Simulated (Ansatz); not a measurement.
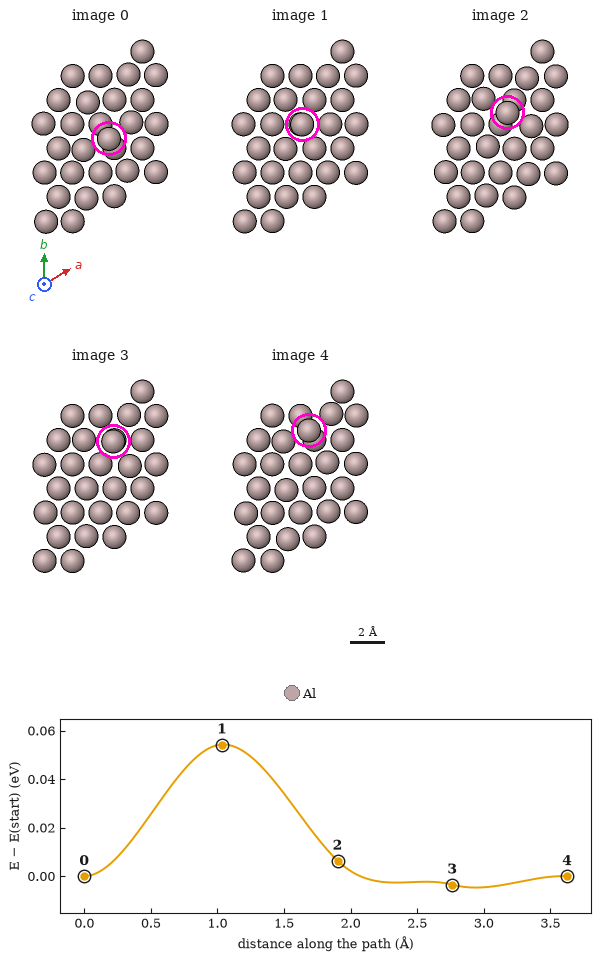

NEB run on Al on Al(111) (28 atoms in the cell). Images are numbered from 0 (start) to 4 (end). Style: spheres-only. Shown: the simulation cell, with the vacuum cut short (origin moved), along the c axis. The moving atom is ringed, with any periodic copies.

Theory: DFT PBEsol, scalar-relativistic, plane waves, PAW in Ansatz 0.2.0. Set-up: plane-wave cutoff 420 eV; k-point mesh 2 × 2 × 1; Gaussian smearing 0.05 eV; 9 atoms held fixed; 3 movable images; climbing image; force threshold 0.05 eV/Å; iteration limit 80; starting path by image-dependent pair potential.

### Describe the mechanism and the energy profile.

Relative to the start the highest point is image 1 at +0.054 eV and the end lies at 0.000 eV, but the profile dips to −0.003 eV at image 3 on the way, so there is an intermediate minimum on the way. The adsorbate starts on a bridge site and hops by a lattice vector of the surface; other mechanisms, such as exchange with a surface atom, weren't searched. An Al atom travels furthest, 2.86 Å from end to end, on a path that bends up to 0.41 Å away from the straight line. At the highest image its nearest neighbour (Al) is 2.65 Å away, against 2.62 Å at the start, and the surrounding atoms stand up to 0.18 Å off the mean of their end positions. The band converged in 7 iterations. The largest component of the band force went from 0.75 to 0.034 eV/Å. The climbing image converged on the top of the path. A check of its curvatures didn't confirm a first-order saddle.

Cost: 18 min on 2 threads of Intel(R) Xeon(R) Processor @ 2.50GHz (Skylake/Cascade Lake) (shared host), peak memory 2.1 GiB.

PAW datasets: the set soft_1.
